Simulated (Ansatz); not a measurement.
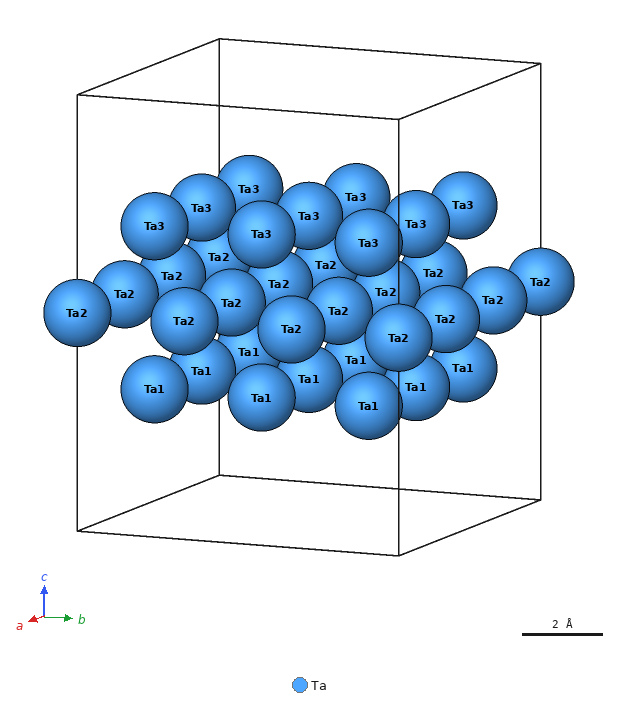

Fig. 1: The structure as given in the input (spheres-only view of the 3 × 3 repeat of the cell, with the vacuum cut short, seen slightly off an axis; atoms are numbered from 1 in the order of the input).

**Ta: a failed or faulty run and its cure**

System: Ta (slab, 3 atoms in the cell, total charge +6).
Method of run 1: DFT, PBEsol, plane waves, PAW, PAW set soft_1 (Ansatz 0.2.0).

The structure derives from an entry of the Crystallography Open Database. The input holds or restrains some coordinates. Text and figures count atoms from 1; the logs count them from 0 in places.

### Input, run 1
```yaml
crystal:
  lattice:
    - [2.9524503657, 0.0, 0.0]
    - [0.0, 2.9524503657, 0.0]
    - [0.0, 0.0, 18.1753953494]
  atoms:
    - { symbol: Ta, position: [0.5, 0.5, 0.3851360515] }
    - { symbol: Ta, position: [0.0, 0.0, 0.5] }
    - { symbol: Ta, position: [0.5, 0.5, 0.6148639485] }
basis:
  ecutwfc: 420
kpoints:
  mp_grid: { grid: [10, 10, 1] }
hamiltonian:
  xc: pbesol
  pseudopotentials: { kind: paw, azcp: { folder: soft_1 } }
scf:
  occupations: { method: gaussian, width: 0.1 }
  max_iter: 100
output:
  forces: true
  eigenvalues: true
relax:
  adjacent_minimum: "off"
  f_tol: 0.03
  max_steps: 50
  constraints: [{ sites: [0] }]
efield:
  axis: 3
  dipole_correction: true
  ramp_width: 0.04
total_charge: 6
```

Launched with:
```bash
ansatz run input.yaml --threads 1 --pin off --max-ram 3072MiB --backend cpu --events-out ev --progress --plain --runs-dir out
```

Hardware: 1 thread of Arm Neoverse V1, 24 GiB of memory available, shared host.

### Output (run 1)
```
Error: efield: with total_charge ≠ 0 without external_charges — the saw-weighted dipole of a charged cell depends on the ramp position (the isolated-slab reference a dipole correction restores does not exist for a charged slab), so the field energy is ill-defined under the jellium convention; neutralise the cell or drop the efield: block, which crystal.periodic lets a charged slab do
```

Question: What went wrong, and how is the input to be mended?

Answer: The input was spoiled on purpose: a charge that the system can't hold (`total_charge`). The cell cannot bind or give up so many electrons; the background charge dominates. The program refused the input: “efield: with total_charge ≠ 0 without external_charges — the saw-weighted dipole of a charged cell depends on the ramp position (the isolated-slab reference a dipole correction restores does not exist for a charged slab), so the field energy is ill-defined under the jellium convention …”

A run of the same system that converges differs from this input as follows (lines with − go, lines with + come):
```diff
-  max_iter: 100
-total_charge: 6
```

### Output, shortened to warnings, some set-up lines, iterations and results (run 2)
```
Warning: [file] the record states the generating functional pbe (its physics header spells it `PBE`), which answers neither for hamiltonian.xc's functional nor for the pbesol family's — results may be inconsistent (PPs are generated against a specific XC)
Basis set: ecut = 420 eV, 3017 PW (Γ), exchange–correlation on 40×40×250 points (8 copies of the dense FFT grid, shifted against one another)
Symmetry: 8 space group operations
k-points: 21 of 100
Initial density: superposition of atomic densities (neutral atoms: chi_scale 0, normalization atom)
[...]
SCF iter   1: F=—  HF=-29421.021769 eV  |F-HF|=—  |Δ(HF+E_count)|=         —  Δρ=4.30e-2  dr2=2.56e1  ethr=3.10e-3  p=0.000 e·Å  D=2.55e-14 V/Å  ΔV_dip=-0.00 eV  …
SCF iter   2: F=—  HF=-29418.730235 eV  |F-HF|=—  |Δ(HF+E_count)|=    2.29e0  Δρ=2.38e-2  dr2=2.46e0  ethr=3.10e-3  p=0.000 e·Å  D=4.40e-4 V/Å  ΔV_dip=-0.01 eV  …
SCF iter   3: F=—  HF=-29418.513142 eV  |F-HF|=—  |Δ(HF+E_count)|=   2.17e-1  Δρ=5.86e-3  dr2=1.23e-1  ethr=3.10e-3  p=-0.000 e·Å  D=-1.32e-7 V/Å  ΔV_dip=0.00 eV  …
SCF iter   4: F=—  HF=-29418.488129 eV  |F-HF|=—  |Δ(HF+E_count)|=   2.50e-2  Δρ=1.71e-3  dr2=7.68e-3  ethr=3.15e-4  p=0.000 e·Å  D=4.10e-5 V/Å  ΔV_dip=-0.00 eV  …
SCF iter   5: F=—  HF=-29418.487920 eV  |F-HF|=—  |Δ(HF+E_count)|=   2.09e-4  Δρ=6.74e-4  dr2=8.79e-4  ethr=1.97e-5  p=0.000 e·Å  D=8.63e-6 V/Å  ΔV_dip=-0.00 eV  …
[... 19 lines ...]
SCF iter   5: F=—  HF=-29418.489486 eV  |F-HF|=—  |Δ(HF+E_count)|=   2.64e-5  Δρ=3.64e-5  dr2=3.59e-6  ethr=1.61e-7  p=-0.000 e·Å  D=-5.80e-5 V/Å  ΔV_dip=0.00 eV  …
SCF iter   6: F=—  HF=-29418.489486 eV  |F-HF|=—  |Δ(HF+E_count)|=   8.08e-7  Δρ=1.30e-5  dr2=2.91e-7  ethr=9.21e-9  p=-0.000 e·Å  D=-3.34e-5 V/Å  ΔV_dip=0.00 eV  …
SCF iter   7: F=-29418.489487 eV  HF=-29418.489487 eV  |F-HF|=9.01e-9  |Δ(HF+E_count)|=   1.52e-7  Δρ=4.11e-6  dr2=4.54e-8  ethr=2.56e-10  p=0.000 e·Å  D=2.90e-6 V/Å  …
SCF 3 converged in 7 iterations: F = -29418.489487 eV  dr2 = 4.54e-8
relax step   3: F+E_penalty+E_count = -29418.48948654 eV  Δ(F+E_penalty+E_count) = -1.616e-3 eV  max|allowed force component| = 1.172e-3 eV/Å  Δτ_max = 0.0308 Å  (7 SCF …
SCF converged after 7 iterations
Free energy (F): -29418.489487 eV
Harris-Foulkes:  -29418.489487 eV  (|F-HF|=9.01e-9)
Internal energy: -29418.465736 eV  (E = F + TS)
E sigma→0 (E₀):  -29418.477611 eV
Entropy (-TS):   -0.023751 eV (-7.917 meV/atom)
Fermi energy:    3.605332 eV
Dipole field:    D = 0.000030 V/Å  (p = 0.000026 e·Å, saw-weighted, corrected)
Work function:   Φ+ = 4.6850 eV   Φ− = 4.6856 eV
Levels:          The Fermi level and band energies are counted from a zero that moves with the ramp; work functions are not
--- Per-component energies (eV) ---
  E_band       = -920.787883
  E_kinetic    = 1170.914236
  E_local      = -23011.884014  (includes V_loc(G=0)·N_el)
  E_nonlocal   = -26.317787
  E_hartree    = 10976.566722
  E_xc         = -950.387382
  E_vxc        = -692.507542  (∫ρ·V_xc dr)
  E_paw        = -24543.176822  (= ΣΔE_a)
  E_vpaw       = -314.098523  (= ΣTr[D̂ρ^β])
  E_aug_tail   = 0.000292  (compensation charges beyond the density's cutoff)
  E_efield     = 0.000000  (sawtooth field / dipole correction)
  E_vefield    = 0.000018  (∫n·V_field dr)
  E_ewald      = 6965.177881
  E_core_change = 0.641138  (= ΣΔE_core)
  E_smearing   = -0.023751  (= −TS)
  E_closure    = 0.000000  (closes the sum)
  Σ components = -29418.489487   (vs F -29418.489487, Δ=0.00e0)
--- Forces (eV/Å), atoms counted from 1 ---
  atom   1  Ta     0.00000000     0.00000000     0.00049511
  atom   2  Ta    -0.00000000     0.00000000    -0.00117179
  atom   3  Ta     0.00000000     0.00000000     0.00070173
  max |Σ_I F_I| component: 2.50e-5 eV/Å
--- Relaxed structure (3 steps of the walk, 2 accepted, 0 SCFs on fresh bases) ---
  F+E_penalty+E_count = -29418.48948654 eV   max|allowed force component| = 1.172e-3 eV/Å
  atoms:
    - { symbol: Ta, position: [0.5, 0.5, 0.3851360515] }
    - { symbol: Ta, position: [3.261578868118609e-35, 0.0, 0.4991603941411202] }
    - { symbol: Ta, position: [0.5, 0.5, 0.6131702572402881] }
```

### The two runs side by side

```csv
quantity,run 1,run 2
outcome,refused,converged
free energy per atom (eV),–,−9806.1632
gap on the mesh (eV),–,0.00
work function (eV),–,4.69
largest force (eV/Å),–,0.001
SCF iterations,–,23
irreducible k-points,–,21
```

Notes on run 2: The program warns: the PAW datasets were made with another functional. Spin–orbit coupling is left out, which matters for Ta.
